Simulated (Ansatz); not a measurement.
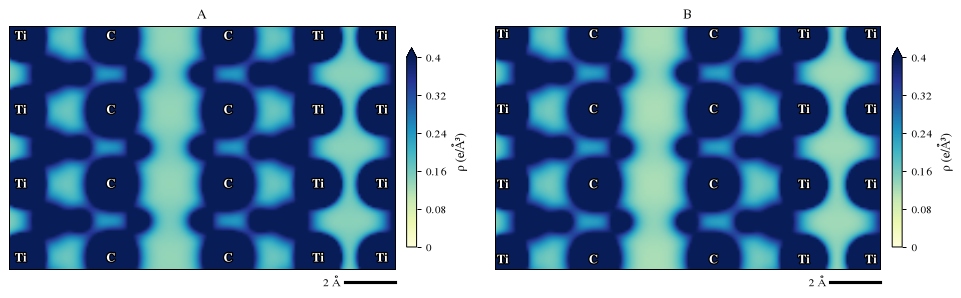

Ti₃C₂. The valence charge density (pseudo) of two cells that differ in size, on the (11̄0) plane of each (indices in the axes of the calculation cell), at one length scale and on one colour scale: B has 11.6 Å³ an atom and A 11.0.

These are results of Ansatz 0.2.0, DFT r2SCAN, scalar-relativistic, plane waves, PAW, not measurements.

Core electrons are frozen (PAW), and the valence fields are smoothed inside the atomic spheres.

What changes from the larger cell to the smaller?

From the larger cell to the smaller, Ti–Ti goes from 2.68 to 2.56 Å, and the density at its midpoint from 0.14 to 0.17 e/Å³; the pressure goes from 10 to 20 GPa.
